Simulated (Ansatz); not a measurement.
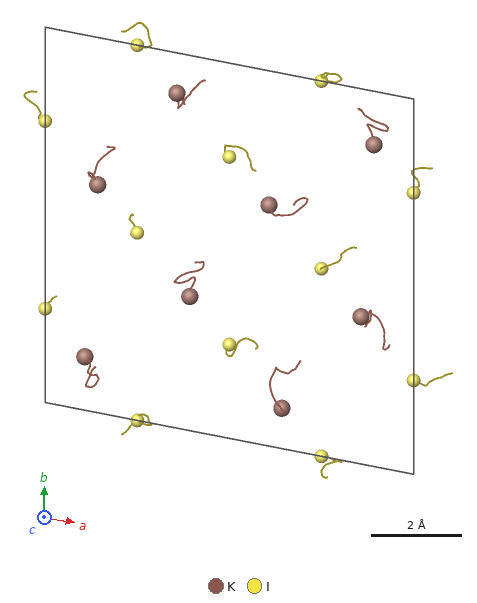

First-principles dynamics of a 16-atom cell of KI (set up in Pnma), 432 fs long. Lines trace each atom's path, in the colour of its element; spheres stand at the starting positions. Seen along the c axis in the simulation cell.

All numbers below come from DFT PBEsol, scalar-relativistic, plane waves, PAW (Ansatz 0.2.0). Set-up: plane-wave cutoff 420 eV; k-point mesh 1 × 1 × 1; Fermi-Dirac smearing 0.0689 eV; volume 1.02 times that of the relaxed crystal; Langevin thermostat and barostat (NPT); set temperature 800 K; time step 6 fs; friction 0.005 per fs; target pressure 0 GPa.

### How do the atoms move?

In the second half of the run the atoms are, in the root-mean-square, this far from where they began (common drift taken out): K 1.23 Å, I 0.63 Å. Against the typical shortest distance between atoms in the first frame, about 3.0 Å these are large excursions, but over 432 fs one can't yet tell strong vibration from the start of diffusion. Over the second half the temperature averages 752 K (spread ±145 K). The potential energy is still drifting at the end, so the run hasn't reached equilibrium. The potential energy in the second half lies on average 31.2 meV per atom below the first frame. That a heated cell lies below the ordered start is most likely an artefact of the coarse k-point mesh. The mean pressure there is 0.7 GPa. The volume ends +23.9 % from the start. The time step of 6 fs is long for the fastest vibrations here (lightest element potassium).

Cost: 2.3 min on 4 threads of Arm Neoverse V1 (shared host), peak memory 0.76 GiB.
